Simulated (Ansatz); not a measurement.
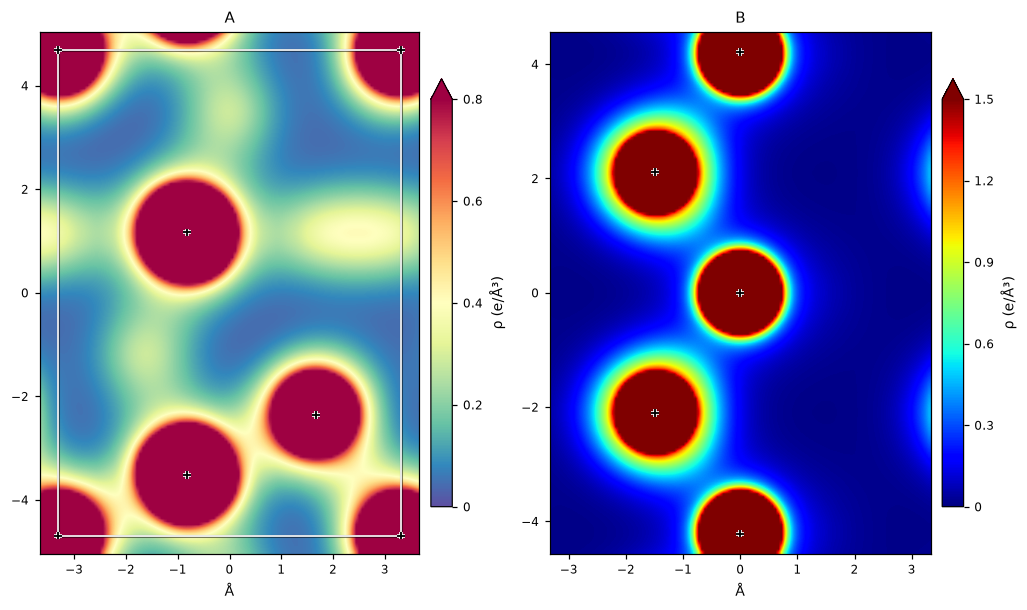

The valence charge density (pseudo) of 2 systems, each on a plane through atoms (crosses mark nuclei in the plane).

Computed with Ansatz 0.2.0, DFT r2SCAN, scalar-relativistic, plane waves, PAW.

System 1: CuI, the (101) plane of the conventional cell. Space group F-43m; changed on purpose from its base cell (volume × 0.97); computed without spin polarisation.

```cif
data_structure
_symmetry_space_group_name_H-M 'P 1'
_symmetry_Int_Tables_number 1
_cell_length_a 5.9626
_cell_length_b 5.9626
_cell_length_c 5.9626
_cell_angle_alpha 90.000
_cell_angle_beta 90.000
_cell_angle_gamma 90.000
_cell_volume 211.99
loop_
_atom_site_label
_atom_site_type_symbol
_atom_site_fract_x
_atom_site_fract_y
_atom_site_fract_z
_atom_site_occupancy
Cu1 Cu 0.25000 0.75000 0.25000 1
Cu2 Cu 0.75000 0.75000 0.75000 1
Cu3 Cu 0.75000 0.25000 0.25000 1
Cu4 Cu 0.25000 0.25000 0.75000 1
I1 I 0.50000 0.50000 0.00000 1
I2 I 0.00000 0.50000 0.50000 1
I3 I 0.00000 0.00000 0.00000 1
I4 I 0.50000 0.00000 0.50000 1
```

System 2: Sb2Pt, the (011) plane of the conventional cell. Space group Pa-3; changed on purpose from its base cell (volume × 1.06, shape and atoms relaxed); computed pressure about −6 GPa in this cell.

Question: Which map belongs to which system?

Answer: Panel A is system 2, Sb2Pt: the plane holds Sb and Pt. Sb–Pt (2.75 Å): the density is about 0.42 e/Å³ at the midpoint. Panel B is system 1, CuI: the plane holds Cu and I. Cu–I (2.58 Å): the density is about 0.44 e/Å³ at the midpoint, with its minimum of 0.39 e/Å³ about 1.1 Å from Cu.
